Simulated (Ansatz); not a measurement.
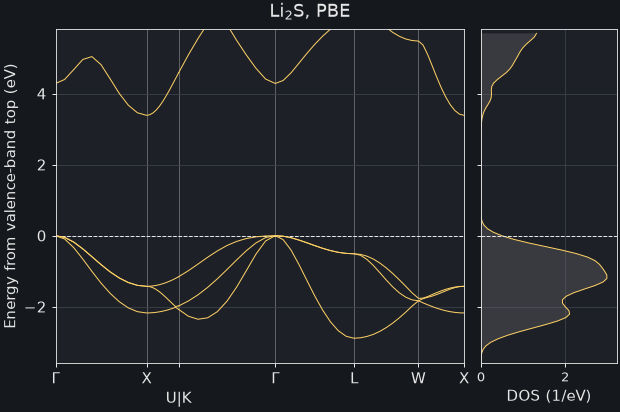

Band structure and density of states. Energies are counted from the top of the valence band. The DOS curve is built from the levels of the k mesh with Gaussians 0.55 eV wide, which also blur the band edges; ripples of that width can come from the mesh.

What lattice type does the k path imply?

A face-centred cubic lattice: the path Γ–X–U|K–Γ–L–W–X runs through the special points of its Brillouin zone.

Structure: antifluorite-type Li2S, space group Fm-3m (No. 225), 3 atoms in the primitive cell, relaxed with r2SCAN; cubic a = 5.691 Å.

Ansatz 0.2.0; PBE, Ansatz PAW set, no spin polarisation, no spin-orbit coupling, 8×8×8 k mesh, 420 eV cutoff.

Is there a gap? Give its size, its kind and where the band edges lie.

The bands leave a gap. The gap along this path is 3.39 eV and indirect, from the valence-band top at Γ to the conduction-band bottom at X; the smallest direct gap is 4.29 eV, at Γ.

LDA, GGA and most meta-GGA functionals understate gaps.
